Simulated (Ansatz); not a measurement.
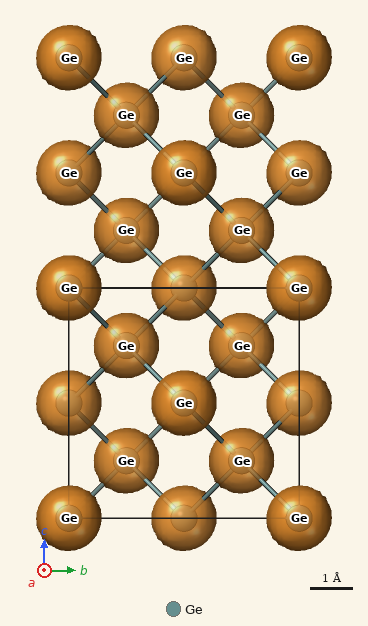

The picture shows: Ge. Isosurface of the valence electron density at 0.8 e/Å³ (orange), seen along the a axis. Sticks mark near contacts.

Space group Fd-3m; computed pressure about 4 GPa in this cell.

Method: Kohn-Sham DFT of a periodic cell, revPBE with D3(BJ), Ansatz PAW (Ansatz 0.2.0).

The density is the valence pseudo-density of a PAW calculation; it isn't the true density close to the nuclei.

The calculation's input:

```
crystal:
  lattice:
    - [0.0, 2.7906767997, 2.7906767997]
    - [2.7906767997, 0.0, 2.7906767997]
    - [2.7906767997, 2.7906767997, 0.0]
  atoms:
    - { symbol: Ge, position: [0.75, 0.75, 0.75] }
    - { symbol: Ge, position: [0.5, 0.5, 0.5] }
hamiltonian:
  xc: revpbe
  pseudopotentials: { kind: paw }
  dispersion: d3bj
kpoints:
  mp_grid: { grid: [8, 8, 8] }
scf:
  occupations: { method: fermi_dirac, width: 0.05 }
output:
  forces: true
  stress: true
  eigenvalues: true
  write_density: true
  write_potential: true
  elf: true
  volumetric_format: npy
```

Launched as:

```sh
ansatz run input.yaml --threads 2 --pin off --max-ram 5120MiB --backend cpu --events-out ev --progress --plain --runs-dir out
```

Below, planes, directions and counts refer to the conventional cell (a = 5.58 Å, b = 5.58 Å, c = 5.58 Å, α = 90.00°, β = 90.00°, γ = 90.00°).

### How is the density connected at this value?

At this value the density breaks into separate islands; it holds about 70 % of the electrons treated as valence (semicore included). It bridges none of the near contacts. It is pinched off along the shortest Ge–Ge (2.42 Å) contacts. On the grid the lowest density along these lines, outside the cores, is 0.54 e/Å³ (Ge–Ge, 2.42 Å).

### Metal or insulator at this level of theory?

It is gapped, with a Kohn–Sham gap of 0.36 eV on the k-point mesh, an upper bound to the gap of this method.
